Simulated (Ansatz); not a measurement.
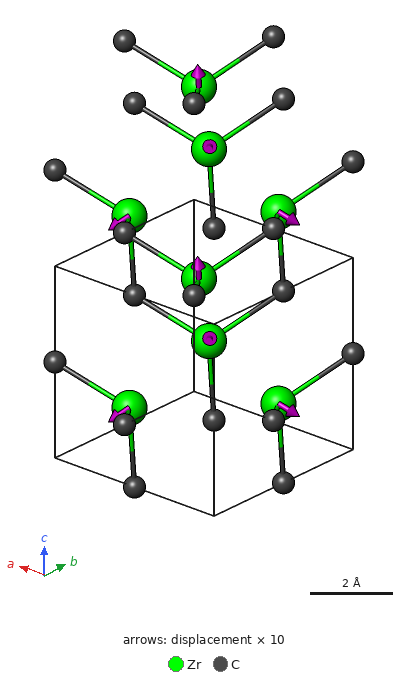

A relaxation of crystalline Zr4C3 (a generated structure, set up in P-43m) (coarse preliminary run). The starting structure is drawn; purple arrows show the displacements (the part carried along by the change of the cell is left out), 10 times their true length.

Style: ball-and-stick. Shown: the cell of the calculation, repeated 1 × 1 × 2 with one cell outlined, from a free direction.

The calculation used Ansatz, DFT PBE, scalar-relativistic, plane waves, PAW. Settings: plane-wave cutoff 420 eV; k-point mesh 4 × 4 × 4; occupations gaussian; smearing width 0.1 eV; no spin polarisation; cell and atoms relaxed; force threshold 0.04 eV/Å; at most 70 steps.

Question: What happened in the run?

Answer: The energy falls by 0.321 eV per cell of the calculation in 3 accepted moves (5 points after the start). The largest force component goes from 0.43 to 0.0065 eV/Å. Pressure: −8.71 GPa at the start and −0.07 GPa at the end. At 2 points the geometry stayed and the basis and grid were re-selected for the new cell (energy shift of 4.2 meV per cell of the calculation at most each time). The largest moves relative to the cell, 0.065 Å, are those of Zr atoms. C stays in place. Cell: a = b = c 5.152 → 5.057 Å (−1.9 %). Volume −5.5 %. Some distances before and after: Zr–Zr 3.643 → 3.469 Å, C–Zr 2.231 → 2.169 Å. Among the angles between lasting bonds that change: Zr–C–Zr 109.5° → 106.2°. The space group stays P-43m (No. 215).
